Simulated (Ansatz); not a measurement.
AlN, space group P6_3/mmc (No. 194), a = 3.258 Å, b = 3.258 Å, c = 4.073 Å, α = 90.00°, β = 90.00°, γ = 120.00°

```
site  Wyckoff       x       y       z
  Al       2d  0.3333  0.6667  0.7500
   N       2c  0.3333  0.6667  0.2500
```

Source: coordinates from a relaxation at fixed volume with DFT PBE, scalar-relativistic, plane waves, PAW (Ansatz 0.2.0).

Describe the coordination of Al.

Answer. AlN5: a slightly distorted trigonal bipyramid (coordination number 5, S = 0.15; next best square pyramid, S = 5.6). Bonds: 3 × Al–N 1.88 Å and 2 × Al–N 2.04 Å. The next neighbour, not counted, lies at 2.77 Å.

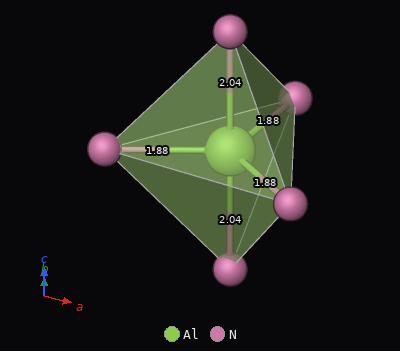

The polyhedron about Al. Continuous shape measures are computed against ideal polyhedra (0 is ideal; above about 3 the distortion is strong).
